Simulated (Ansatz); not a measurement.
```
C O
1.0
     5.49707    0.00000    0.00000
     0.00000    5.49707    0.00000
     0.00000    0.00000    5.49707
C O
4 8
Direct
  0.00000 0.00000 0.00000
  0.50000 0.00000 0.50000
  0.50000 0.50000 0.00000
  0.00000 0.50000 0.50000
  0.12254 0.12254 0.12254
  0.37746 0.87746 0.62254
  0.62254 0.37746 0.87746
  0.87746 0.62254 0.37746
  0.87746 0.87746 0.87746
  0.62254 0.12254 0.37746
  0.37746 0.62254 0.12254
  0.12254 0.37746 0.62254
```

Space group Pa-3; a structure from a database of computed crystals, not necessarily the ambient phase; computed pressure about 3 GPa in this cell.

The calculation used DFT, PBE, plane-wave PAW, default files, scalar-relativistic (Ansatz).

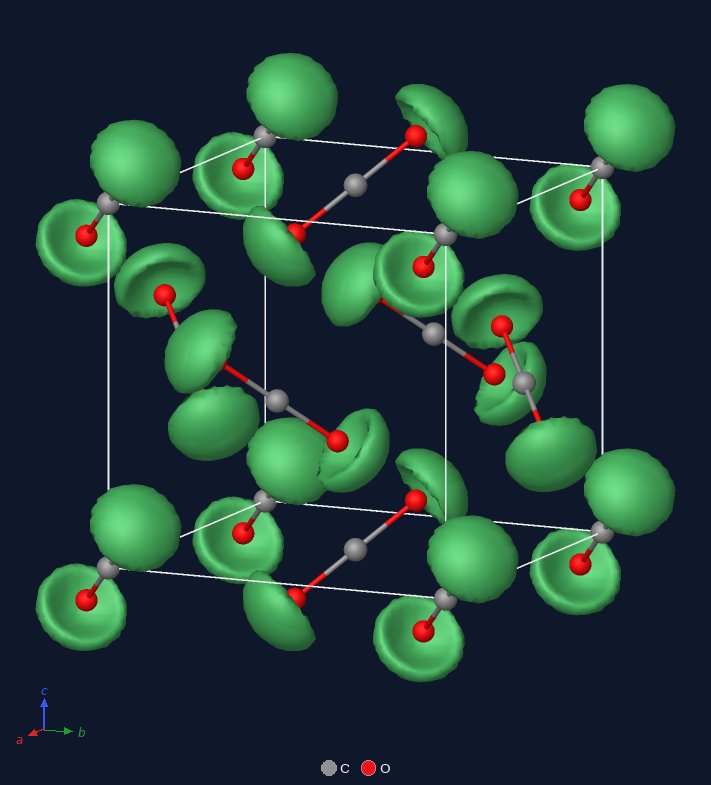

CO2. Isosurface of the ELF at 0.85 (green), seen at an oblique angle. Core shells and regions of very low density are left out. Sticks mark near contacts.

In a PAW calculation such maps are meaningful between the atoms, not at the nuclei.

Question: Where are the electrons localised?

Answer: The surface consists of eight lobes on O, pointing away from the bonds (lone pairs, which may merge into one lobe), counted in one cell of 12 atoms. Any copies at cell faces, edges or corners count once. Along the contacts the grid gives the following. C–O (1.17 Å): the ELF peaks at about 0.80 between the atoms (inside overlapping PAW spheres, so only a guide): a multiple bond.

Question: Does the calculation give a band gap?

Answer: It is gapped, with a Kohn–Sham gap of 6.9 eV on the k-point mesh (the band edges may lie off the mesh, which would make the gap smaller).
